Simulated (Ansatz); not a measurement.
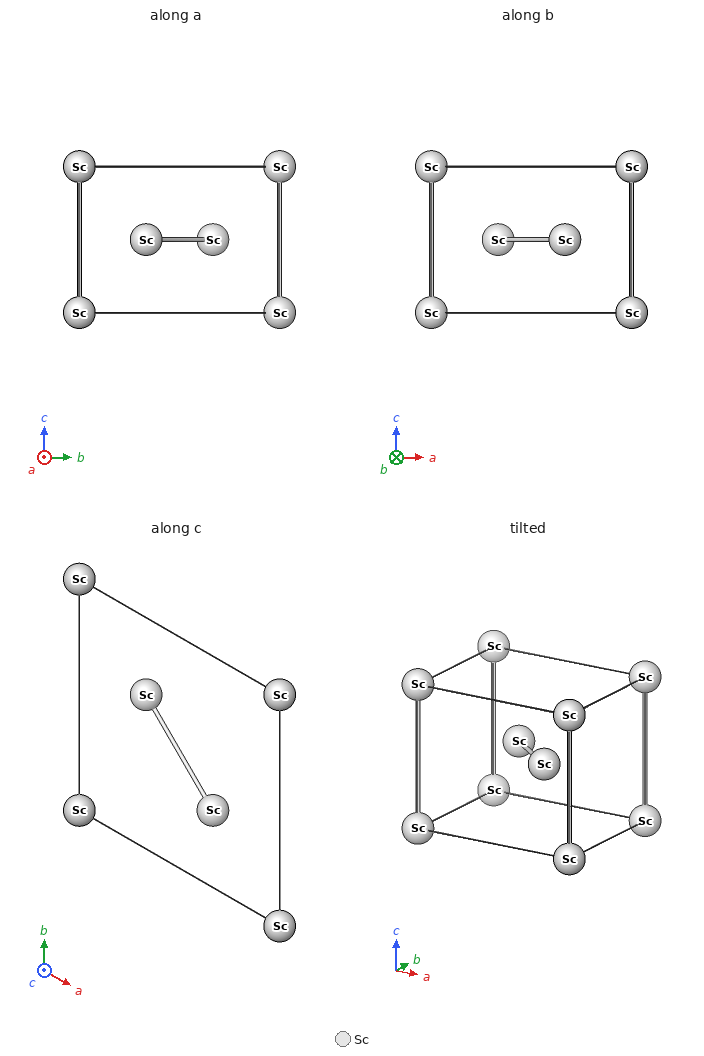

Structure drawing (ball-and-stick), viewed along the a axis, along the b axis, along the c axis and slightly off an axis. Lines trace the edges of the conventional unit cell.

Lattice parameters: a = 5.1887 Å, b = 5.1887 Å, c = 3.2770 Å, α = 90.000°, β = 90.000°, γ = 120.000°.

> From the views, write a CIF in P1 with every atom of the cell.

```cif
data_structure
_symmetry_space_group_name_H-M 'P 1'
_symmetry_Int_Tables_number 1
_cell_length_a 5.1887
_cell_length_b 5.1887
_cell_length_c 3.2770
_cell_angle_alpha 90.000
_cell_angle_beta 90.000
_cell_angle_gamma 120.000
_cell_volume 76.41
loop_
_atom_site_label
_atom_site_type_symbol
_atom_site_fract_x
_atom_site_fract_y
_atom_site_fract_z
_atom_site_occupancy
Sc1 Sc 0.0000 0.0000 0.0000 1
Sc2 Sc 0.3333 0.6667 0.5000 1
Sc3 Sc 0.6667 0.3333 0.5000 1
```

The starting point was a structure type filled with this element by a generator (whether the element takes this form wasn't checked). Earlier steps of the study may have refined or changed the cell and positions. It went into a calculation with Ansatz.
